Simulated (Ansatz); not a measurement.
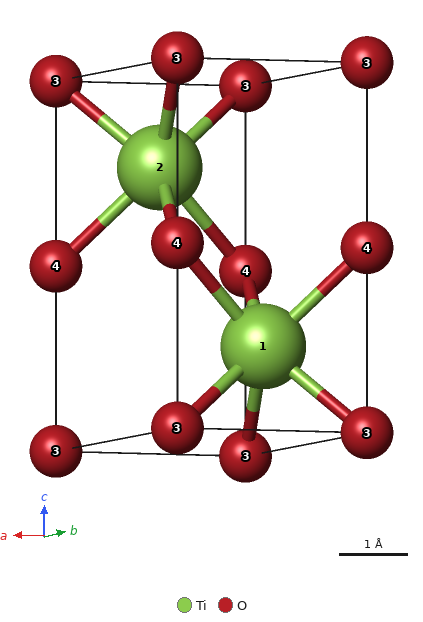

*The input geometry (ball-and-stick view of the cell of the calculation, seen at an oblique angle; atoms are numbered from 1 in the order of the input). An atom can appear more than once, as a periodic image.*

Near neighbours in the periodic cell (some may lie outside the picture): Ti has 6 O at 2.16 Å and 6 Ti at 2.85 Å; O has 6 Ti at 2.16 Å.

# TiO: single-point calculation

TiO (P6₃/mmc, 4 atoms in the cell), computed with DFT r2SCAN, scalar-relativistic, plane waves, PAW, no spin polarisation (Ansatz 0.2.0).

The structure derives from a Materials Project entry. It belongs to a series of runs on one base structure; here: kmesh: [30, 30, 12] Gamma-centred. Figures and captions count atoms from 1; the log counts them from 0 in places.

**Log**
```
Engine: ansatz 0.2.0, x86_64-unknown-linux-gnu
Pseudopotentials: kind: paw
Pseudopotential: Ti, paw, valence charge 12, recommended cutoff 500 eV (meta_gga), Ti.paw.azcp
Pseudopotential: O, paw, valence charge 6, recommended cutoff 500 eV (meta_gga), O.paw.azcp
Functional definition: r2SCAN
  parameter k0 = 0.174
  parameter k1 = 0.065
  parameter a1 = 4.9479
  exchange = r2scan_x(k0 = k0, k1 = k1, a1 = a1)
  correlation = r2scan_c
Crystal: 4 atoms, lattice volume = 39.208 Å³
Basis set: ecut = 500 eV, 1005 PW (Γ), exchange–correlation on 96×96×180 points (64 copies of the dense FFT grid, shifted against one another)
Bands: 22, of which v1, the nominal top of the filled ones, is band 18 counted from 1 (17 counted from 0)
Symmetry: 24 space group operations
Space group: P63/mmc (ITA 194), of the structure as read, at distance tolerance 3.4e-5 Å
k-points: 637 of 10800
Non-local potential: Ti, projectors of the file, l = 0: 3, l = 1: 2, l = 2: 3, l = 3: 1
Non-local potential: O, projectors of the file, l = 0: 2, l = 1: 2, l = 2: 1
PAW form: soft (Blöchl's): semilocal exchange-correlation on the pseudo side does not see the compensation charge
PAW frozen core: Ti, regenerated for the run's functional (the file was generated under x = pbe(κ = 0.804, μ = 0.2195149727645171), c = pbe(β = 0.06672455060314922))
PAW frozen core: O, regenerated for the run's functional (the file was generated under x = pbe(κ = 0.804, μ = 0.2195149727645171), c = pbe(β = 0.06672455060314922))
PAW one-centre angular grid: Ti, 590 points (default); XC on 160 Gauss nodes
PAW one-centre angular grid: O, 302 points (default); XC on 160 Gauss nodes
Initial density: superposition of atomic densities (neutral atoms: chi_scale 0, normalization atom), corrected by the library's trained network
Initial wavefunctions: pseudopotential atomic-orbital guess
Functional: x = r2scan, c = r2scan; τ floored in thin density (d = 2e-4 eV/Å³)
SCF iter   1: F=—  HF=-6151.233332 eV  |F-HF|=—  |Δ(HF+E_count)|=         —  Δρ=2.38e-2  dr2=1.66e-1  dr2_τ=1.96e-1  ethr=1.77e-3  ⟨swp⟩=4.7  Hψ=60199  notcnv=0
preconditioner: auto → Kerker (q_TF=auto, 2.690 Å⁻¹)  [metal: Δε(μ)=0.004 eV  Ē_g=10.939 eV  σ=0.100 eV  W_gap=0.02  n_scr=10 (ndim 8)  ℏωp=26.5 eV  f_vac=0.000  D(μ)=0.34/eV (n_scr^D=2)]
SCF iter   2: F=—  HF=-6151.480172 eV  |F-HF|=—  |Δ(HF+E_count)|=   2.47e-1  Δρ=1.10e-2  dr2=2.08e-2  dr2_τ=3.20e-3  ethr=4.60e-4  ⟨swp⟩=2.0  Hψ=28072  notcnv=0
SCF iter   3: F=—  HF=-6151.487147 eV  |F-HF|=—  |Δ(HF+E_count)|=   6.98e-3  Δρ=4.60e-3  dr2=2.95e-3  dr2_τ=3.99e-4  ethr=5.77e-5  ⟨swp⟩=2.2  Hψ=18822  notcnv=0
SCF iter   4: F=—  HF=-6151.489600 eV  |F-HF|=—  |Δ(HF+E_count)|=   2.45e-3  Δρ=1.16e-3  dr2=4.04e-4  dr2_τ=3.73e-5  ethr=8.20e-6  ⟨swp⟩=2.0  Hψ=19291  notcnv=0
SCF iter   5: F=—  HF=-6151.489643 eV  |F-HF|=—  |Δ(HF+E_count)|=   4.28e-5  Δρ=2.82e-4  dr2=2.47e-5  dr2_τ=3.46e-6  ethr=1.12e-6  ⟨swp⟩=2.0  Hψ=20384  notcnv=0
SCF iter   6: F=—  HF=-6151.489653 eV  |F-HF|=—  |Δ(HF+E_count)|=   9.91e-6  Δρ=1.11e-4  dr2=4.77e-6  dr2_τ=1.75e-7  ethr=6.86e-8  ⟨swp⟩=2.0  Hψ=19204  notcnv=0
SCF iter   7: F=—  HF=-6151.489652 eV  |F-HF|=—  |Δ(HF+E_count)|=   3.33e-7  Δρ=1.99e-5  dr2=1.66e-7  dr2_τ=4.39e-9  ethr=1.32e-8  ⟨swp⟩=2.0  Hψ=19076  notcnv=0
SCF iter   8: F=-6151.489652 eV  HF=-6151.489652 eV  |F-HF|=7.06e-9  |Δ(HF+E_count)|=   2.28e-8  Δρ=5.84e-6  dr2=1.52e-8  dr2_τ=6.80e-10  ethr=2.78e-10  ⟨swp⟩=7.7  Hψ=78203  notcnv=0
the search or the solves at the SCF's close seem to have found levels that the self-consistency loop had missed (the run counts 4). By its estimate they hold under 1e-12 electrons; where the run keeps them, the occupations were computed again with them
SCF 1 converged in 8 iterations: F = -6151.489652 eV  dr2 = 1.52e-8
  greatest PAW one-centre occupation: 1.003 electrons in one spin orbital (limit 2), on the Ti atom at site 1 (counted from 0), in its partial waves of l = 1
SCF converged after 8 iterations
Free energy (F): -6151.489652 eV
Harris-Foulkes:  -6151.489652 eV  (|F-HF|=7.06e-9)
Internal energy: -6151.488132 eV  (E = F + TS)
E sigma→0 (E₀):  -6151.488892 eV
Entropy (-TS):   -0.001520 eV (-0.380 meV/atom)
Fermi energy:    16.909326 eV
--- Per-component energies (eV) ---
  E_band       = -237.452772
  E_kinetic    = 905.607946
  E_local      = -1813.573919  (includes V_loc(G=0)·N_el)
  E_nonlocal   = 110.607349
  E_hartree    = 722.503085
  E_xc         = -336.096558
  E_vxc        = -481.085367  (∫ρ·V_xc dr)
  E_paw        = -2434.551068  (= ΣΔE_a)
  E_vpaw       = -435.490056  (= ΣTr[D̂ρ^β])
  E_aug_tail   = 0.002231  (compensation charges beyond the density's cutoff)
  E_vtau       = 31.472454  (kinetic-family band-sum trace: ∫τ·v_τ [+ j·A + Jᵃ·Aᵃ] dr)
  E_ewald      = -3305.416402
  E_core_change = -0.570796  (= ΣΔE_core)
  E_smearing   = -0.001520  (= −TS)
  E_closure    = -0.000000  (closes the sum)
  Σ components = -6151.489652   (vs F -6151.489652, Δ=0.00e0)
--- Forces (eV/Å), atoms counted from 1 ---
  atom   1  Ti    -0.00000000    -0.00000000     0.00000000
  atom   2  Ti     0.00000000     0.00000000     0.00000000
  atom   3  O     -0.00000000     0.00000000     0.00000000
  atom   4  O      0.00000000     0.00000000     0.00000000
  max |Σ_I F_I| component: 1.31e-31 eV/Å
--- Stress (GPa, compression-positive) ---
       -5.744582       0.000000       0.000000
        0.000000      -5.744582       0.000000
        0.000000       0.000000      -4.502448
  P = ⅓ Tr σ = -5.3305 GPa (-53.305 kbar)
--- Band table (eV; the first three rows and the last of 637) ---
  k-point 0: bands = ["-43.2904", "-43.2483", "-18.9519", "-18.4749", "-18.1145", "-18.1145", "-18.1023", "-18.1023", "-6.2543", "-4.9916", "7.1997", "10.7962", "10.7962", "11.2724", "11.2724", "11.3042", "14.8220", "16.8224", "16.8224", "16.8908", "18.0859", "18.0859"]
  k-point 1: bands = ["-43.2897", "-43.2490", "-18.9441", "-18.4835", "-18.1142", "-18.1142", "-18.1025", "-18.1025", "-6.2341", "-5.0149", "7.2516", "10.8020", "10.8020", "11.1807", "11.2613", "11.2613", "14.9122", "16.8535", "16.8535", "16.8751", "18.0983", "18.0983"]
  k-point 2: bands = ["-43.2876", "-43.2511", "-18.9214", "-18.5085", "-18.1136", "-18.1136", "-18.1031", "-18.1031", "-6.1748", "-5.0828", "7.4049", "10.8194", "10.8194", "10.8517", "11.2296", "11.2296", "15.1426", "16.8271", "16.9440", "16.9440", "18.1229", "18.1229"]
  k-point 636: bands = ["-43.1428", "-43.1428", "-18.6471", "-18.6471", "-18.6239", "-18.6239", "-18.4444", "-18.4444", "-4.9919", "-4.9919", "8.3056", "8.3056", "9.4427", "9.4427", "9.6777", "9.6777", "16.4867", "16.4867", "18.4381", "18.4381", "19.0478", "19.0478"]
```

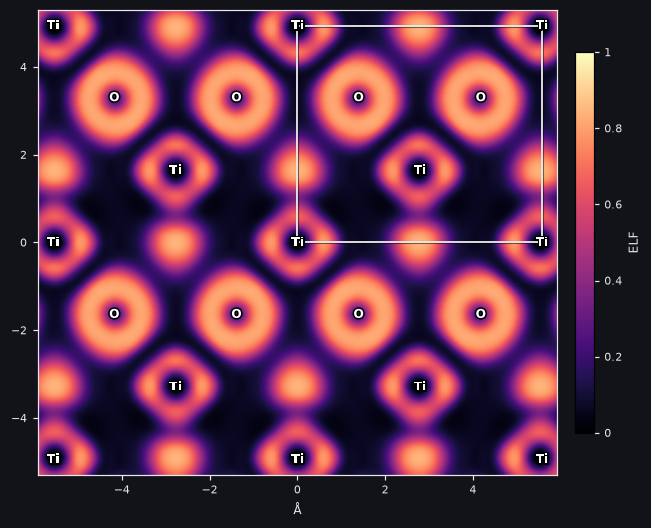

*ELF on the (110) plane of the conventional cell.*

Atoms in the plane: Ti and O. Ti–O (2.16 Å): the ELF is about 0.10 at the midpoint; a polar contact without a shared pair, in a metal. The strong features right at Ti lie inside the PAW spheres (semicore, d or f shells) and say nothing about bonding. The fields are those of the smooth PAW valence density.

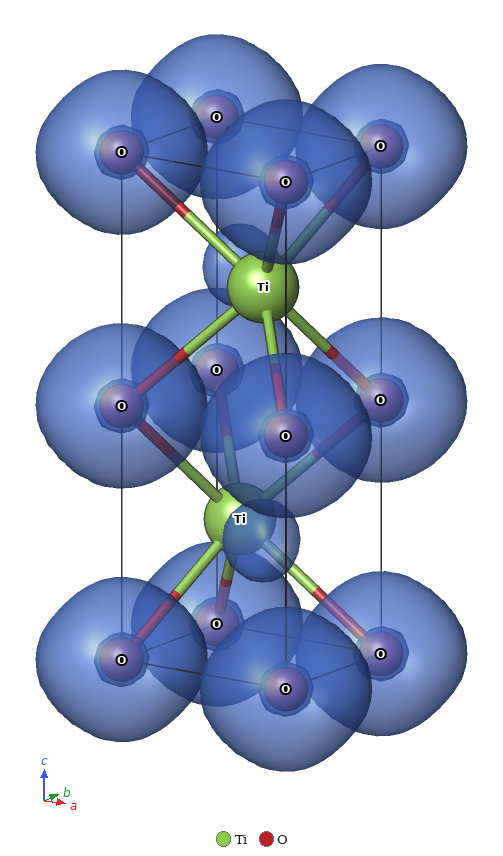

*Isosurface of the ELF at 0.6 (blue), seen slightly off an axis. Only the valence region is drawn (cores and ρ < 0.01 e/Å³ removed). Sticks mark near contacts. The outline is the cell set on symmetry axes.*

Profiles from the grid: Ti–O (2.16 Å): the ELF is about 0.10 at the midpoint; no shared pair; the contact is polar. Ti–Ti (2.85 Å): the ELF is about 0.25 at the midpoint; no shared electron pair.

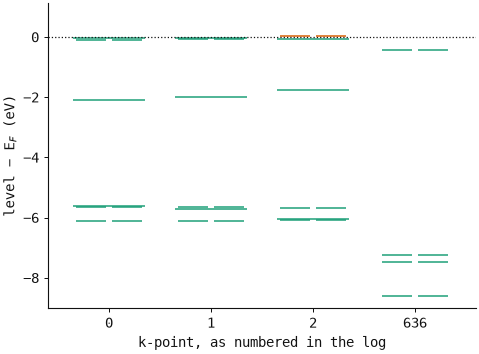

*Kohn–Sham levels near the Fermi level (dotted) at the few k-points that the log prints; levels within 0.02 eV of each other stand side by side.*

The system is metallic on the full mesh.

The run was set up as follows.

**The input**
```yaml
crystal:
  lattice:
    - [2.8516080131, 0.0, 0.0]
    - [-1.4258040066, 2.469564981, 0.0]
    - [0.0, 0.0, 5.567503]
  atoms:
    - { symbol: Ti, position: [0.3333333333, 0.6666666667, 0.25] }
    - { symbol: Ti, position: [0.6666666667, 0.3333333333, 0.75] }
    - { symbol: O, position: [0.0, 0.0, 0.0] }
    - { symbol: O, position: [0.0, 0.0, 0.5] }
basis:
  ecutwfc: 500
kpoints:
  mp_grid: { grid: [30, 30, 12] }
hamiltonian:
  xc: r2scan
scf:
  occupations: { method: gaussian, width: 0.1 }
output:
  forces: true
  stress: true
  eigenvalues: true
  write_density: true
  write_potential: true
  elf: true
  volumetric_format: npy
```

Launched with:
```bash
ansatz run input.yaml --threads 1 --pin off --max-ram 2560MiB --backend cpu --events-out ev --progress --plain --runs-dir out
```

**Key numbers**

- outcome: converged
- space group (tolerance 0.01 Å): P6₃/mmc (194)
- electrons treated: 36
- free energy: −6151.4897 eV
- Fermi energy: 16.909 eV
- gap on the k-point mesh: none (metallic)
- pressure: −5.33 GPa
- largest force (length of the vector): under 0.001 eV/Å
- hardware: 1 thread of Intel Xeon @ 2.50GHz (Skylake/Cascade Lake), 189 GiB of memory available, shared host
- wall time: 2.6 min
- peak memory: 0.88 GiB

**Remarks**

The cell is under a tension of 5.3 GPa at this level, so it is not at its equilibrium volume.
